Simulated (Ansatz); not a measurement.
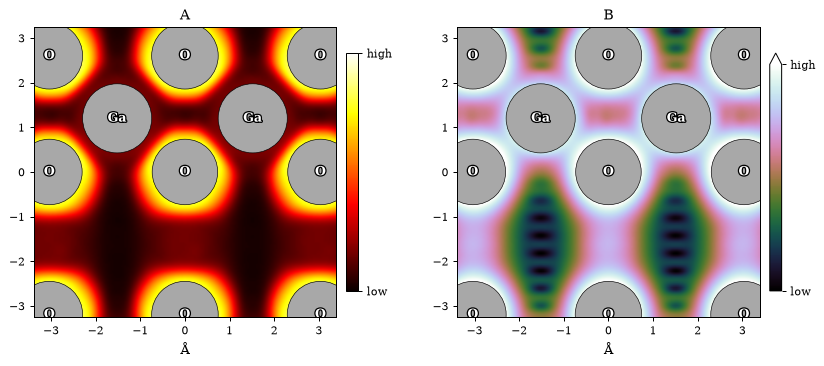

Ga2O3: 2 fields on the (100) plane of the conventional cell, with unlabelled colour scales. Grey discs cover the atomic cores.

Space group C2/m; a generated structure, not necessarily the stable one.

All numbers below come from Ansatz, DFT HSE06, scalar-relativistic, plane waves, PAW.

```yaml
crystal:
  lattice:
    - [12.21400, 0.00000, 0.00000]
    - [0.00000, 3.03710, 0.00000]
    - [-1.38599, 0.00000, 5.63001]
  atoms:
    - { symbol: Ga, position: [0.09050, 0.00000, 0.79460] }
    - { symbol: Ga, position: [0.59050, 0.50000, 0.79460] }
    - { symbol: Ga, position: [0.40950, 0.50000, 0.20540] }
    - { symbol: Ga, position: [0.90950, 0.00000, 0.20540] }
    - { symbol: Ga, position: [0.15866, 0.50000, 0.31402] }
    - { symbol: Ga, position: [0.65866, 0.00000, 0.31402] }
    - { symbol: Ga, position: [0.34134, 0.00000, 0.68598] }
    - { symbol: Ga, position: [0.84134, 0.50000, 0.68598] }
    - { symbol: O, position: [0.16450, 0.00000, 0.10980] }
    - { symbol: O, position: [0.66450, 0.50000, 0.10980] }
    - { symbol: O, position: [0.33550, 0.50000, 0.89020] }
    - { symbol: O, position: [0.83550, 0.00000, 0.89020] }
    - { symbol: O, position: [0.17330, 0.00000, 0.56320] }
    - { symbol: O, position: [0.67330, 0.50000, 0.56320] }
    - { symbol: O, position: [0.32670, 0.50000, 0.43680] }
    - { symbol: O, position: [0.82670, 0.00000, 0.43680] }
    - { symbol: O, position: [0.49590, 0.00000, 0.25660] }
    - { symbol: O, position: [0.99590, 0.50000, 0.25660] }
    - { symbol: O, position: [0.00410, 0.50000, 0.74340] }
    - { symbol: O, position: [0.50410, 0.00000, 0.74340] }
```

Match the panels to the quantities (electron localisation function and valence pseudo-density).

Panel A: electron localisation function. Panel B: valence pseudo-density. From the grid: Ga–O (1.94 Å): ρ is about 0.67 e/Å³ halfway; the ELF peaks at about 0.85 in the valence shell of O, 0.6 Å from its nucleus, and is about 0.35 at the midpoint. Ga–O (2.07 Å): ρ at the midpoint is about 0.49 e/Å³; the ELF peaks at about 0.85 in the valence shell of O, 0.6 Å from its nucleus, and is about 0.25 at the midpoint (no shared electron pair shows on this line).
